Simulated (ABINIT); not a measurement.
System: PbO.

```cif
data_structure
_symmetry_space_group_name_H-M 'P 1'
_symmetry_Int_Tables_number 1
_cell_length_a 3.9900
_cell_length_b 3.9900
_cell_length_c 5.0100
_cell_angle_alpha 90.000
_cell_angle_beta 90.000
_cell_angle_gamma 90.000
_cell_volume 79.76
loop_
_atom_site_label
_atom_site_type_symbol
_atom_site_fract_x
_atom_site_fract_y
_atom_site_fract_z
_atom_site_occupancy
Pb1 Pb 0.50251 0.00029 0.76407 1
Pb2 Pb 0.98947 0.50782 0.24743 1
O1 O 0.49476 0.50656 0.99778 1
O2 O 0.99373 0.01242 0.00824 1
```

Space group P1; computed pressure about 3 GPa in this cell.

Level of theory: Kohn-Sham DFT of a periodic cell, PBE, JTH PAW PBE v2.0 (ABINIT 10.8.3).

### What can the converged valence pseudo-density tell about the bonding?

Pb–O (2.31 Å): ρ at the midpoint is about 0.46 e/Å³.
Pb–O (2.34 Å): ρ at the midpoint is about 0.44 e/Å³.

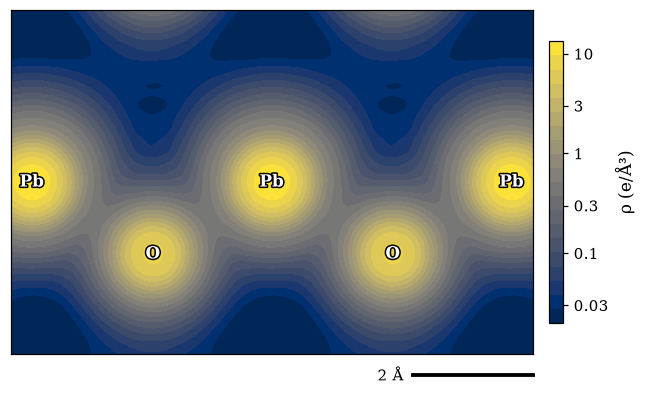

Computed valence pseudo-density on the (100) plane of the conventional cell. 

The density is the valence pseudo-density of a PAW calculation; it isn't the true density close to the nuclei.
